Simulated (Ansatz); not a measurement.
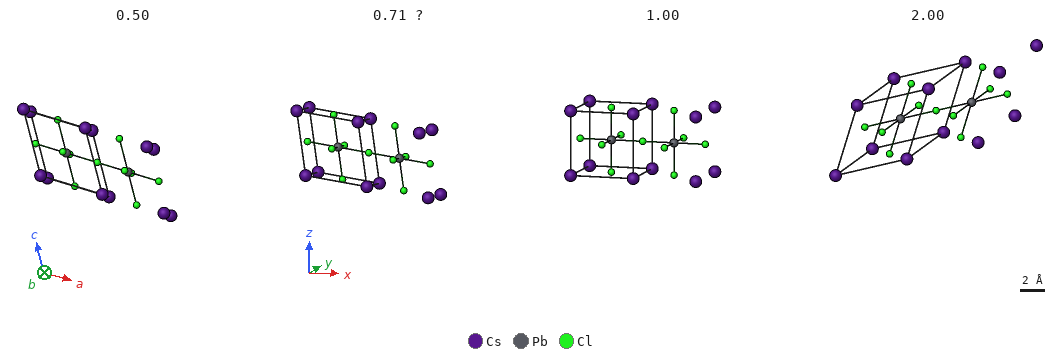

A scan of a crystal of CsPbCl₃ (Pm-3m): the ratio of the cell's length along [111] to its lengths across, counted as 1 for the reference, is changed at fixed volume (a trigonal path), with the atoms kept at their fractional coordinates. x, y and z are the Cartesian axes of the input. The picture is a ball-and-stick view of the cell of the calculation, repeated 2 × 1 × 1 with one cell outlined, seen slightly off an axis.

Method: DFT LDA, scalar-relativistic, plane waves, PAW (Ansatz 0.2.0). (plane-wave cutoff 420 eV; k-point mesh 6 × 6 × 6; occupations gaussian; smearing width 0.05 eV; no spin polarisation). Energies (free energies at the smearing named) are counted from the cell as listed in its source, which wasn't relaxed.

```csv
axial ratio over its reference value,ΔE (meV/atom)
0.50,551
0.60,250
0.71,?
1.00,0
1.41,92
2.00,597
```

Estimate the missing energy from the other rows, and compare with the calculation.

Answer. A straight line between the two neighbours gives 181 meV/atom. A cubic through the four nearest rows (0.50, 0.60, 1.00, 1.41) gives, with Lagrange weights, (−0.4908)(551) + (1.3157)(250) + (0.1972)(0) + (−0.0222)(92) = 56 meV/atom. The calculation gives 97 meV/atom, so the cubic is 41 meV/atom too low and the straight line 84 meV/atom too high, as the curve bends upwards here.

The whole profile:

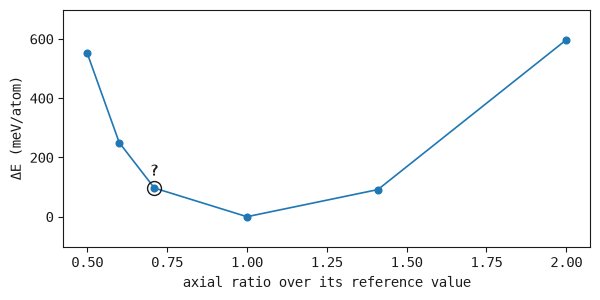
